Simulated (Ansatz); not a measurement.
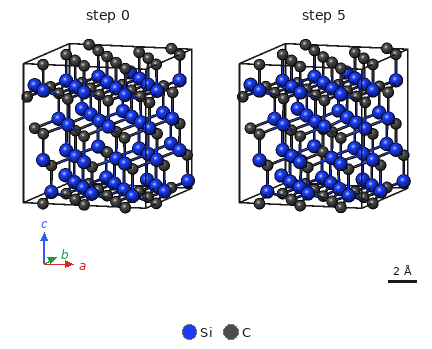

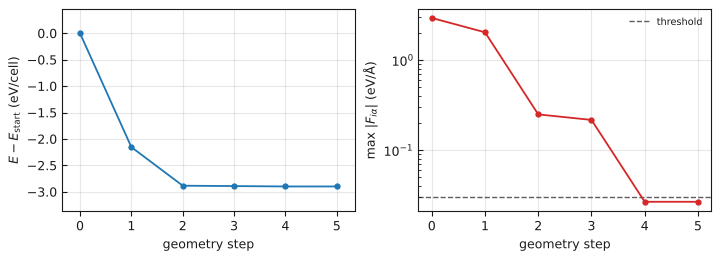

First and last geometry of a relaxation of a defect cell of composition Si₄₇C₄₉ (cell charge +2), with the history of the run. The picture is a ball-and-stick view of the cell of the calculation (origin shifted), seen slightly off an axis.

The atoms of the start lie slightly off their symmetric places, so part of the fall in energy undoes that.

All numbers below come from DFT, PBEsol, PAW, plane waves (Ansatz 0.2.0). (plane-wave cutoff 420 eV; k-point mesh 1 × 1 × 1; mesh shifted by (0.25, 0.25, 0.25); no spin polarisation; atoms relaxed in a fixed cell; force threshold 0.03 eV/Å; at most 80 steps)

### What do the curves and the structures tell?

It converged. A C atom moves most: 0.26 Å roughly along [−1 0 −3]. By element the largest moves are C 0.26 Å, Si 0.09 Å. The lattice vectors keep their values. Near-neighbour distances that change, for instance: C–C 1.910 → 1.642 Å, C–C 1.881 → 1.647 Å, C–C 1.886 → 1.675 Å, C–C 1.852 → 1.660 Å. Bond angles that change, for instance: Si–C–Si 113.0° → 103.8°, C–Si–C 108.0° → 115.3°, Si–C–Si 111.2° → 103.9°. After 5 geometry steps the energy has fallen by 2.898 eV per cell of the calculation. The largest force component goes from 2.9 to 0.027 eV/Å.

```json
{"step": "0", "E − E(0), meV/atom": "0.00", "largest force component, eV/Å": "2.9302"}
{"step": "1", "E − E(0), meV/atom": "-22.44", "largest force component, eV/Å": "2.0306"}
{"step": "2", "E − E(0), meV/atom": "-30.04", "largest force component, eV/Å": "0.2495"}
{"step": "3", "E − E(0), meV/atom": "-30.11", "largest force component, eV/Å": "0.2168"}
{"step": "4", "E − E(0), meV/atom": "-30.19", "largest force component, eV/Å": "0.0268"}
{"step": "5", "E − E(0), meV/atom": "-30.19", "largest force component, eV/Å": "0.0268"}
```

Limits of the set-up: the cell is charged, on a uniform background, and energies carry no finite-size correction.
